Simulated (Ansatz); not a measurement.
```cif
data_structure
_symmetry_space_group_name_H-M 'P 1'
_symmetry_Int_Tables_number 1
_cell_length_a 2.4994
_cell_length_b 4.3291
_cell_length_c 2.4994
_cell_angle_alpha 106.779
_cell_angle_beta 60.000
_cell_angle_gamma 106.779
_cell_volume 22.08
loop_
_atom_site_label
_atom_site_type_symbol
_atom_site_fract_x
_atom_site_fract_y
_atom_site_fract_z
_atom_site_occupancy
Ni1 Ni 0.00000 0.00000 0.00000 1
Ni2 Ni 0.50000 0.50000 0.50000 1
```

Space group Fm-3m; computed pressure about −9 GPa in this cell; spin-polarised.

Method: DFT, r2SCAN, PAW, plane waves, scalar-relativistic (Ansatz).

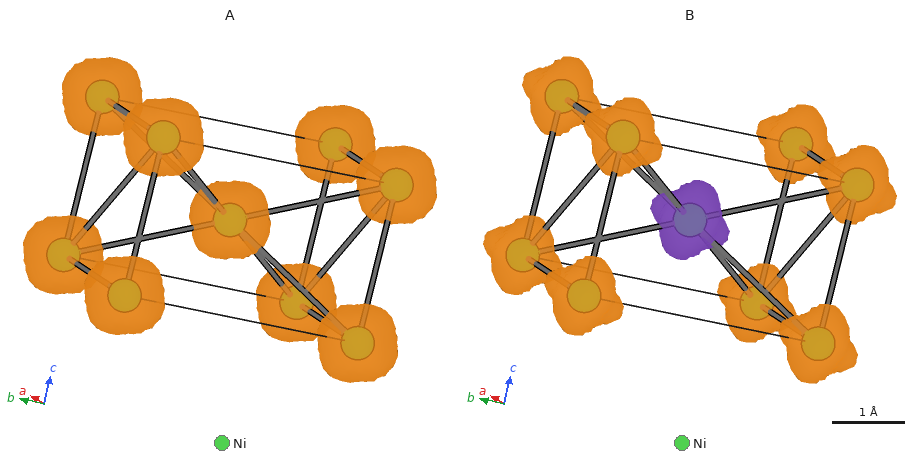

Ni. Spin density of two self-consistent states of the same cell, at +0.3 (orange) and −0.3 e/Å³ (purple).

Core electrons are frozen (PAW), and the valence fields are smoothed inside the atomic spheres.

### Describe the two states. Which lies lower in energy?

State A: parallel main moments (a ferromagnetic arrangement) in this solution; Ni: +0.9 μB (×2) in one cell of 2 atoms. State B: antiferromagnetic in this solution, which needn't be the ground state, with some nearest magnetic neighbours parallel and some opposed; Ni: +0.6 μB and −0.6 μB in one cell of 2 atoms. State A lies lower by 88 meV per atom.
